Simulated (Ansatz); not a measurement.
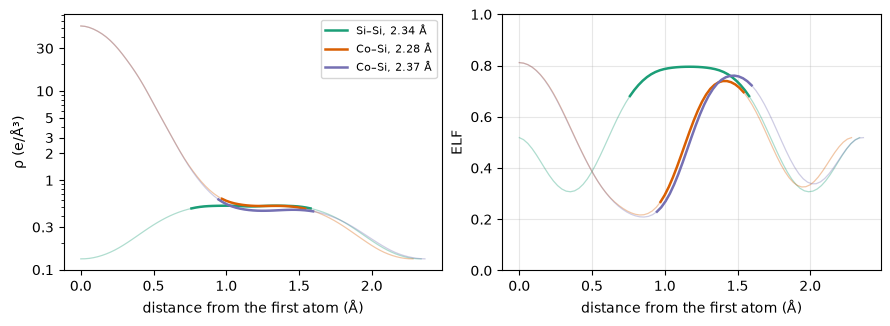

CoSi$_{2}$. Valence charge density (pseudo) and ELF along straight lines between neighbouring atoms. Thin, pale parts lie inside the atomic spheres.

Space group Immm; a point of a scan over the structure, not its minimum; changed on purpose from its base cell (mode 6 frozen in at -0.082 Å, strain +e along z and -e/2 along x and y -0.0700); not relaxed (largest force 1.5 eV/Å); computed pressure about 3 GPa in this cell; computed without spin polarisation; PAW files of the earlier set (soft_1).

These are results of DFT PBE, scalar-relativistic, plane waves, PAW (Ansatz), not measurements.

Core electrons are frozen (PAW), and the valence fields are smoothed inside the atomic spheres.

```xyz
6
Lattice="2.7740 -2.7740 0.0000 2.7740 2.7740 0.0000 0.0000 0.0000 4.9851" Properties=species:S:1:pos:R:3 pbc="T T T"
Co    0.0000    0.0000    0.0000
Co    2.7740    0.0000    2.4926
Si    1.3870    1.3870    1.1700
Si    1.3870   -1.3870    3.6626
Si    1.3870   -1.3870    1.3226
Si    1.3870    1.3870    3.8151
```

Compare the contacts.

Answer. Si–Si (2.34 Å): ρ is about 0.51 e/Å³ halfway; the ELF peaks at about 0.80 between the atoms.
Co–Si (2.28 Å): ρ at the midpoint is about 0.52 e/Å³; the ELF peaks at about 0.75 between the atoms.
Co–Si (2.37 Å): ρ is about 0.46 e/Å³ halfway; the ELF peaks at about 0.75 in the valence shell of Si, 0.9 Å from its nucleus, and is about 0.50 at the midpoint.
